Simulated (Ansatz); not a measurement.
System: Zn8O7 (cell with a defect).

Input file:

```
crystal:
  lattice:
    - [0.0, 0.0, -5.2221462515]
    - [6.4990356663, 0.0, 0.0]
    - [-3.2495178332, -5.6283299872, 0.0]
  atoms:
    - { symbol: Zn, position: [0.4862569703, 0.1627466267, 0.3287171201] }
    - { symbol: Zn, position: [0.5000793029, 0.6666666667, 0.3333333333] }
    - { symbol: Zn, position: [0.5000793029, 0.1666666667, 0.8333333333] }
    - { symbol: Zn, position: [0.5000793029, 0.6666666667, 0.8333333333] }
    - { symbol: Zn, position: [0.0178352241, 0.8418141607, 0.1590415383] }
    - { symbol: Zn, position: [0.0083527467, 0.3299441012, 0.1600430041] }
    - { symbol: Zn, position: [7.93029e-05, 0.8333333333, 0.6666666667] }
    - { symbol: Zn, position: [2.99964e-05, 0.3352059902, 0.6655095008] }
    - { symbol: O, position: [0.1196106971, 0.6666666667, 0.3333333333] }
    - { symbol: O, position: [0.1196106971, 0.1666666667, 0.8333333333] }
    - { symbol: O, position: [0.1196106971, 0.6666666667, 0.8333333333] }
    - { symbol: O, position: [0.6196106971, 0.8333333333, 0.1666666667] }
    - { symbol: O, position: [0.6196106971, 0.3333333333, 0.1666666667] }
    - { symbol: O, position: [0.6196106971, 0.8333333333, 0.6666666667] }
    - { symbol: O, position: [0.6196106971, 0.3333333333, 0.6666666667] }
  host:
    lattice:
      - [3.2495178332, 0.0, 0.0]
      - [-1.6247589166, 2.8141649936, 0.0]
      - [0.0, 0.0, 5.2221462515]
    atoms:
      - { symbol: Zn, position: [0.6666666667, 0.3333333333, 0.4999206971] }
      - { symbol: Zn, position: [0.3333333333, 0.6666666667, -7.93029e-05] }
      - { symbol: O, position: [0.6666666667, 0.3333333333, 0.8803893029] }
      - { symbol: O, position: [0.3333333333, 0.6666666667, 0.3803893029] }
basis:
  ecutwfc: 420
  xc_grid: 2
kpoints:
  mp_grid: { grid: [2, 2, 2], shift: [0.0, 0.0, 0.0] }
hamiltonian:
  xc: hse06
scf:
  occupations: { method: gaussian, width: 0.01 }
output:
  forces: true
  stress: false
  eigenvalues: true
  charged_corrections: { defect_position: [0.1196107, 0.16666667, 0.33333333] }
  write_density: true
  write_potential: true
  elf: true
  volumetric_format: npy
relax:
  adjacent_minimum: "off"
  f_tol: 0.025
  max_steps: 45
```

Run with:

```sh
ansatz run input.yaml --threads 8 --pin off --max-ram 20480MiB --backend cpu --events-out ev --progress --plain --runs-dir out
```

The fields are those of the relaxed geometry.

Computed with DFT HSE06, scalar-relativistic, plane waves, PAW in Ansatz.

### What will maps of the valence pseudo-density and electron localisation function show?

Zn–O (1.98 Å): ρ at the midpoint is about 0.59 e/Å³; the ELF peaks at about 0.85 in the valence shell of O, 0.6 Å from its nucleus, and is about 0.25 at the midpoint (no localised pair shows between them).
Zn–O (2.02 Å): ρ at the midpoint is about 0.54 e/Å³; the ELF peaks at about 0.85 in the valence shell of O, 0.6 Å from its nucleus, and is about 0.25 at the midpoint; no localised pair shows between them.
The ELF has a maximum of about 0.85 in the space between the atoms, 1.8 Å from four Zn atoms, on no atom or two-centre bond.

### Does the calculation make it a metal, or give it a gap?

It is gapped, with a Kohn–Sham gap of 2.5 eV on the k-point mesh (the band edges may lie off the mesh, which would make the gap smaller).

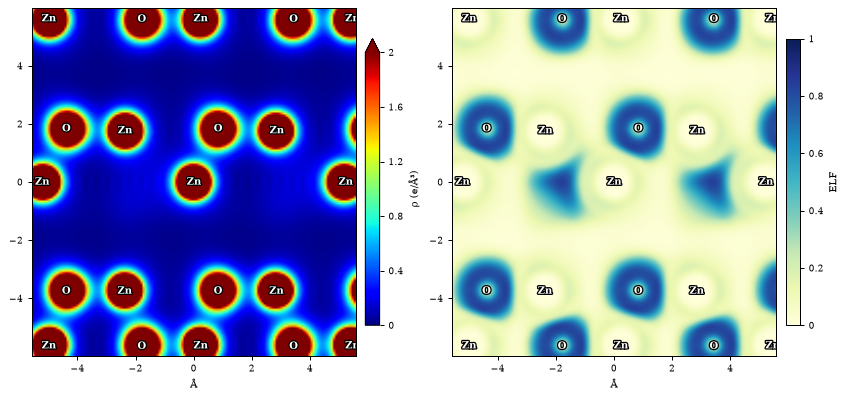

Computed valence pseudo-density and electron localisation function on the (011) plane of the calculation cell, in this order. 

Core electrons are frozen (PAW), and the valence fields are smoothed inside the atomic spheres.
